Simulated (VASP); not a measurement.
**CaSe: band-structure calculation**

System: CaSe (2 atoms in the cell).
Method: DFT, PBE, plane waves, PAW (VASP 6.6.1).

The structure was built on a prototype by a generator. The geometry comes from this level: r2SCAN (a point of a series of strains). It belongs to a series of runs on one base structure; here: uniaxial_z strain -3.5%.

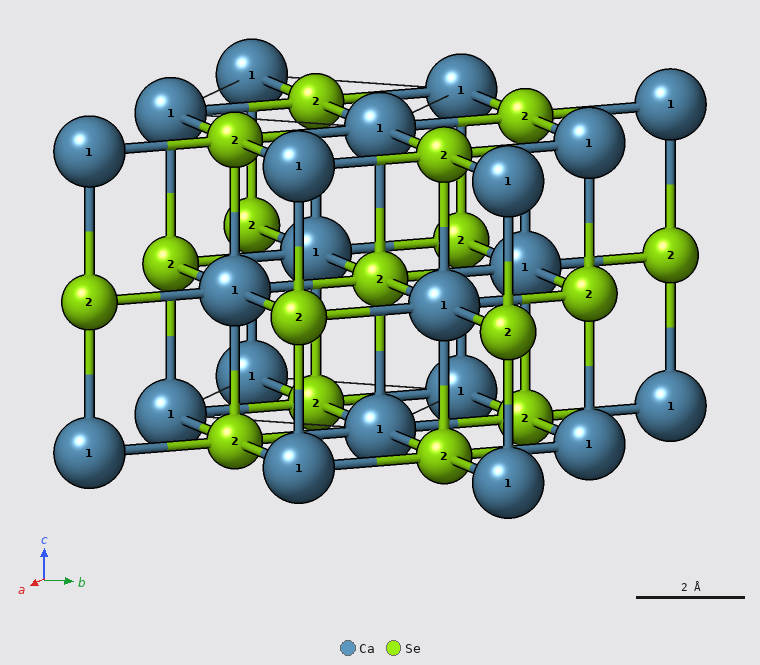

**Figure 1.** The structure (ball-and-stick view of the cell 2 times as large as that of the calculation, set on its symmetry axes, repeated 2 × 2 × 1, seen slightly off an axis; atoms are numbered from 1 in the order of the input).

**Key numbers**

- outcome: converged
- space group (tolerance 0.01 Å): I4/mmm (139)
- electrons treated: 16
- free energy: −9.4501 eV
- Fermi energy: 3.016 eV
- band gap: 1.93 eV
- pressure: 2.83 GPa
- largest force (length of the vector): under 0.001 eV/Å
- hardware: 1 CPU thread, shared host
- wall time: 54 s
- peak memory: 0.22 GiB

**INCAR**
```
ENCUT = 520.000000
SIGMA = 0.020000
EDIFF = 1.00e-07
GGA = PE
PREC = Accurate
IBRION = -1
ISIF = 2
ISMEAR = -1
NBANDS = 15
NELM = 120
NSW = 0
LASPH = .TRUE.
LCHARG = .TRUE.
LELF = .TRUE.
LWAVE = .FALSE.
LREAL = .FALSE.
```

**KPOINTS**
```
KPOINTS created by Atomic Simulation Environment
0
Gamma
8 8 8
0 0 0
```

**KPOINTS_OPT**
```
special points
6
Reciprocal
0.0000000000 0.0000000000 0.0000000000 1
0.5000000000 0.0000000000 0.5000000000 1
0.6250000000 0.2500000000 0.6250000000 1
0.3750000000 0.3750000000 0.7500000000 1
0.5000000000 0.5000000000 0.5000000000 1
0.5000000000 0.2500000000 0.7500000000 1
```

**POSCAR**
```
Ca Se
 1.0000000000000000
     0.0000000000000000    2.9675351259000000    2.8648584105000001
     2.9675351259000000    0.0000000000000000    2.8648584105000001
     2.9675351259000000    2.9675351259000000    0.0000000000000000
 Ca  Se
   1   1
Cartesian
  0.0000000000000000  0.0000000000000000  0.0000000000000000
  2.9675351258999996  2.9675351258999996  2.8648584104999997
```

Run as:
```bash
mpirun -np 1 vasp_std
```

**OSZICAR**
```
N       E                     dE             d eps       ncg     rms          rms(c)
DAV:   1     0.110489650618E+03    0.11049E+03   -0.75451E+03  1770   0.993E+02
DAV:   2    -0.486861220473E+01   -0.11536E+03   -0.10965E+03  2211   0.250E+02
DAV:   3    -0.939558254276E+01   -0.45270E+01   -0.44912E+01  2379   0.473E+01
DAV:   4    -0.959099274012E+01   -0.19541E+00   -0.19531E+00  2484   0.835E+00
DAV:   5    -0.959227459141E+01   -0.12819E-02   -0.12818E-02  2364   0.729E-01    0.424E+00
DAV:   6    -0.945634706127E+01    0.13593E+00   -0.17310E-01  2071   0.223E+00    0.254E+00
DAV:   7    -0.944637512410E+01    0.99719E-02   -0.97934E-02  2335   0.201E+00    0.796E-01
DAV:   8    -0.944984488102E+01   -0.34698E-02   -0.10604E-02  1861   0.803E-01    0.110E-01
DAV:   9    -0.944994580975E+01   -0.10093E-03   -0.55691E-04  2289   0.248E-01    0.440E-02
DAV:  10    -0.945004933886E+01   -0.10353E-03   -0.13006E-04  2001   0.709E-02    0.164E-02
DAV:  11    -0.945006745957E+01   -0.18121E-04   -0.40514E-05  2127   0.569E-02    0.765E-03
DAV:  12    -0.945006665332E+01    0.80625E-06   -0.16008E-06  2229   0.110E-02    0.391E-03
DAV:  13    -0.945006623444E+01    0.41889E-06   -0.69291E-07  2204   0.552E-03    0.160E-03
DAV:  14    -0.945006627120E+01   -0.36758E-07   -0.16413E-08  1074   0.843E-04
   1 F= -.94500663E+01 E0= -.94500663E+01  d E =-.173378E-10
       N       E                     dE             ncg
DAV:   1     0.114138803451E+04   -0.34681E+04      180
DAV:   2     0.498027472240E+03   -0.64336E+03      236
DAV:   3     0.474269429003E+03   -0.23758E+02      230
DAV:   4     0.473112945195E+03   -0.11565E+01      262
DAV:   5     0.473101145522E+03   -0.11800E-01      216
DAV:   6     0.473100923152E+03   -0.22237E-03      282
DAV:   7     0.473100921438E+03   -0.17146E-05      223
DAV:   8     0.473100921408E+03   -0.29295E-07      219
```

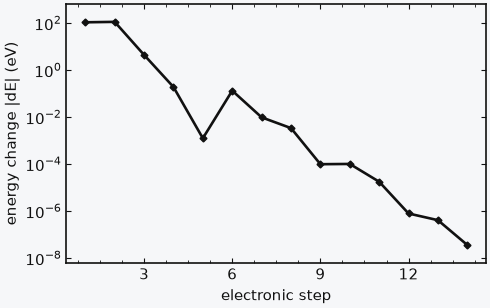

**Figure 2.** Convergence of the self-consistent field: energy change |dE| against the electronic step. It takes 14 electronic steps. The density is held fixed in the first few steps, and dE rises again when its update begins.

**Parts of OUTCAR**
```
k-points           NKPTS =     59   k-points in BZ     NKDIM =     59   number of bands    NBANDS=     15

   NELECT =      16.0000    total number of electrons

   dimension x,y,z NGX =    32 NGY =   32 NGZ =   32
   dimension x,y,z NGXF=    64 NGYF=   64 NGZF=   64

  energy-cutoff  :      520.00
  volume of cell :       50.46
      direct lattice vectors                 reciprocal lattice vectors
     0.000000000  2.967535126  2.864858411    -0.168490002  0.168490002  0.174528695
     2.967535126  0.000000000  2.864858411     0.168490002 -0.168490002  0.174528695
     2.967535126  2.967535126  0.000000000     0.168490002  0.168490002 -0.174528695

 k-points in reciprocal lattice and weights: KPOINTS created by Atomic Simulation Env
   0.00000000  0.00000000  0.00000000       0.002
   0.12500000  0.00000000  0.00000000       0.016
   0.25000000  0.00000000  0.00000000       0.016
   0.37500000  0.00000000  0.00000000       0.016
   0.50000000  0.00000000  0.00000000       0.008
   0.12500000  0.12500000  0.00000000       0.004
   0.25000000  0.12500000  0.00000000       0.016
   0.37500000  0.12500000  0.00000000       0.016
   0.50000000  0.12500000  0.00000000       0.016
  -0.37500000  0.12500000  0.00000000       0.016
  -0.25000000  0.12500000  0.00000000       0.016
  -0.12500000  0.12500000  0.00000000       0.008
   0.25000000  0.25000000  0.00000000       0.004
   0.37500000  0.25000000  0.00000000       0.016
   0.50000000  0.25000000  0.00000000       0.016
  -0.37500000  0.25000000  0.00000000       0.016
  -0.25000000  0.25000000  0.00000000       0.008
   0.37500000  0.37500000  0.00000000       0.004
   0.50000000  0.37500000  0.00000000       0.016
  -0.37500000  0.37500000  0.00000000       0.008
   0.50000000  0.50000000  0.00000000       0.002
   0.12500000  0.00000000  0.12500000       0.008
   0.25000000  0.00000000  0.12500000       0.031
   0.37500000  0.00000000  0.12500000       0.031
   0.50000000  0.00000000  0.12500000       0.031
  -0.37500000  0.00000000  0.12500000       0.031
  -0.25000000 -0.00000000  0.12500000       0.031
  -0.12500000  0.00000000  0.12500000       0.016
   0.37500000  0.25000000  0.12500000       0.016
   0.50000000  0.25000000  0.12500000       0.031
  -0.37500000  0.25000000  0.12500000       0.031
  -0.25000000  0.25000000  0.12500000       0.031
  -0.12500000  0.25000000  0.12500000       0.016
   0.50000000  0.37500000  0.12500000       0.016
  -0.37500000  0.37500000  0.12500000       0.031
  -0.25000000  0.37500000  0.12500000       0.016
  -0.37500000  0.50000000  0.12500000       0.008
   0.25000000  0.00000000  0.25000000       0.008
   0.37500000  0.00000000  0.25000000       0.031
   0.50000000  0.00000000  0.25000000       0.031
  -0.37500000 -0.00000000  0.25000000       0.031
  -0.25000000  0.00000000  0.25000000       0.016
   0.37500000  0.12500000  0.25000000       0.016
   0.50000000  0.12500000  0.25000000       0.031
  -0.37500000  0.12500000  0.25000000       0.016
  -0.37500000  0.37500000  0.25000000       0.016
  -0.25000000  0.37500000  0.25000000       0.031
  -0.12500000  0.37500000  0.25000000       0.016
  -0.25000000  0.50000000  0.25000000       0.008
   0.37500000  0.00000000  0.37500000       0.008
   0.50000000  0.00000000  0.37500000       0.031
  -0.37500000 -0.00000000  0.37500000       0.016
   0.50000000  0.12500000  0.37500000       0.016
  -0.37500000  0.12500000  0.37500000       0.031
  -0.25000000  0.12500000  0.37500000       0.016
  -0.12500000  0.50000000  0.37500000       0.008
   0.50000000  0.00000000  0.50000000       0.004
  -0.37500000  0.12500000  0.50000000       0.008
  -0.25000000  0.25000000  0.50000000       0.004

 E-fermi :   3.0161

 k-point     1 :       0.0000    0.0000    0.0000
  band No.  band energies     occupation
      1     -37.0447      2.00000
      2     -18.0464      2.00000
      3     -18.0464      2.00000
      4     -18.0407      2.00000
      5      -9.2679      2.00000
      6       2.6154      2.00000
      7       2.6154      2.00000
      8       2.6404      2.00000
      9       6.0319      0.00000
     10       6.2433      0.00000
     11       6.2433      0.00000
     12       6.4812      0.00000
     13       6.8509      0.00000
     14       7.0581      0.00000
     15      12.3792      0.00000

 k-point     2 :       0.1250    0.0000    0.0000
  band No.  band energies     occupation
      1     -37.0435      2.00000
      2     -18.0642      2.00000
      3     -18.0482      2.00000
      4     -18.0433      2.00000
      5      -9.1682      2.00000
      6       1.8382      2.00000
      7       2.3593      2.00000
      8       2.3785      2.00000
      9       6.2368      0.00000
     10       6.4775      0.00000
     11       6.6086      0.00000
     12       6.9650      0.00000
     13       7.2673      0.00000
     14       7.5445      0.00000
     15      12.5782      0.00000

 k-point     3 :       0.2500    0.0000    0.0000
  band No.  band energies     occupation
      1     -37.0408      2.00000
      2     -18.1105      2.00000
      3     -18.0524      2.00000
      4     -18.0453      2.00000
      5      -8.9147      2.00000
      6       0.5658      2.00000
      7       1.8744      2.00000
      8       1.8938      2.00000
      9       6.3628      0.00000
     10       7.0372      0.00000
     11       7.1179      0.00000
     12       8.2620      0.00000
     13       8.2890      0.00000
     14       8.7262      0.00000
     15      12.1376      0.00000

 k-point     4 :       0.3750    0.0000    0.0000
  band No.  band energies     occupation
      1     -37.0380      2.00000
      2     -18.1560      2.00000
      3     -18.0567      2.00000
      4     -18.0471      2.00000
      5      -8.6387      2.00000
      6      -0.4002      2.00000
      7       1.4951      2.00000
      8       1.5117      2.00000
      9       6.7493      0.00000
     10       7.7805      0.00000
     11       7.7825      0.00000
     12       8.7000      0.00000
     13       9.4024      0.00000
     14       9.6467      0.00000
     15      11.5753      0.00000

 k-point     5 :       0.5000    0.0000    0.0000
  band No.  band energies     occupation
      1     -37.0368      2.00000
      2     -18.1746      2.00000
      3     -18.0584      2.00000
      4     -18.0478      2.00000
      5      -8.5162      2.00000
      6      -0.7593      2.00000
      7       1.3575      2.00000
      8       1.3727      2.00000
      9       7.1750      0.00000
     10       8.1366      0.00000
     11       8.2074      0.00000
     12       8.2384      0.00000
     13      10.1460      0.00000
     14      10.4204      0.00000
     15      10.5840      0.00000

 [... the levels of 53 k-points are left out ...]

 k-point    59 :      -0.2500    0.2500    0.5000
  band No.  band energies     occupation
      1     -37.0347      2.00000
      2     -18.1072      2.00000
      3     -18.1072      2.00000
      4     -18.0910      2.00000
      5      -8.5427      2.00000
      6       0.5669      2.00000
      7       0.5669      2.00000
      8       0.7884      2.00000
      9       7.2273      0.00000
     10       7.2273      0.00000
     11       7.8491      0.00000
     12       8.3657      0.00000
     13       8.6985      0.00000
     14      11.8720      0.00000
     15      12.1070      0.00000

  Total        0.4633812      0.4633812      1.7500791      0.0000000      0.0000000     -0.0000000
  in kB       14.7137752     14.7137752     55.5703814      0.0000000      0.0000000     -0.0000000
  external PRESSURE =      28.3326440 kB  Pullay stress =       0.0000000 kB

 POSITION                                       TOTAL-FORCE (eV/Angst)
 -----------------------------------------------------------------------------------
      0.00000      0.00000      0.00000         0.000000     -0.000000      0.000000
      2.96754      2.96754      2.86486         0.000000      0.000000      0.000000
 -----------------------------------------------------------------------------------
    total drift:                                0.000000     -0.000000     -0.000000

  FREE ENERGIE OF THE ION-ELECTRON SYSTEM (eV)
  ---------------------------------------------------
  free  energy   TOTEN  =        -9.4500662712 eV

  energy  without entropy=       -9.4500662712  energy(sigma->0) =       -9.45006627
```

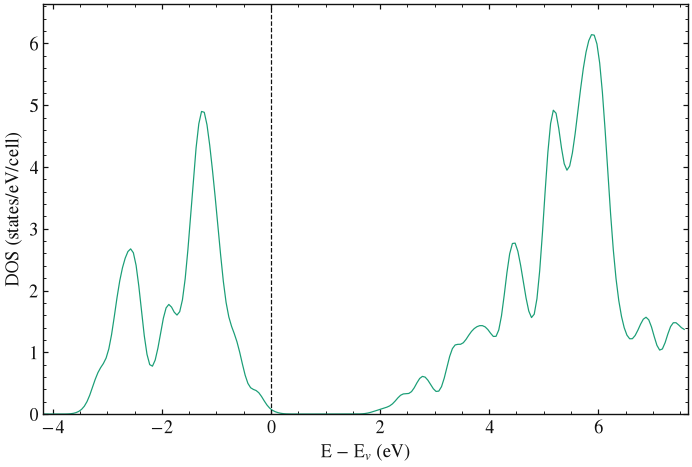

**Figure 3.** Density of states (the curve is built from the levels of the k mesh with Gaussians 0.3 eV wide, which also blur the band edges), with energies from the valence-band top. There is a gap of 1.93 eV on the k-point mesh. Small ripples come from the finite k-point mesh.
